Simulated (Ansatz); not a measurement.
System: Cs.

Input

```
crystal:
  lattice:
    - [8.6295121744, -3.153e-07, 0.0]
    - [-4.3147558141, 7.473376923, 0.0]
    - [0.0, 0.0, 23.8]
  atoms:
    - { symbol: Cs, position: [0.3333333333, 0.6666666667, 0.2941176471] }
    - { symbol: Cs, position: [0.6666666667, 0.3333333333, 0.2941176471] }
  periodic: [true, true, false]
basis:
  ecutwfc: 420
kpoints:
  mp_grid: { grid: [12, 12, 1] }
hamiltonian:
  xc: pbe
scf:
  occupations: { method: gaussian, width: 0.1 }
output:
  forces: true
  stress: true
  eigenvalues: true
  write_density: true
  write_potential: true
  elf: true
  volumetric_format: npy
relax:
  adjacent_minimum: "off"
  f_tol: 0.01
  max_steps: 80
  cell: { stress_2d_tol: 0.02 }
```

Run with:

```sh
ansatz run input.yaml --threads 1 --pin off --max-ram 2048MiB --backend cpu --events-out ev --progress --plain --runs-dir out
```

The fields are those of the relaxed geometry.

A structure generated by program, which may or may not match a known phase.

Computed with DFT PBE, scalar-relativistic, plane waves, PAW (Ansatz 0.2.0).

What will maps of the valence pseudo-density and electron localisation function show?

Cs–Cs (4.98 Å): ρ is about 0.02 e/Å³ halfway; the ELF is about 0.20 at the midpoint (no shared electron pair shows on this line).

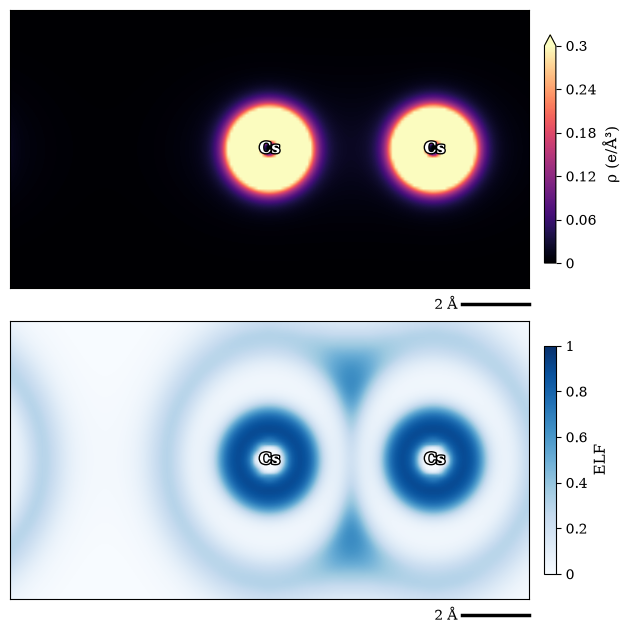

Computed valence pseudo-density and electron localisation function on the (110) plane of the calculation cell, a cut from vacuum to vacuum, in this order. 

Core electrons are frozen (PAW), and the valence fields are smoothed inside the atomic spheres.
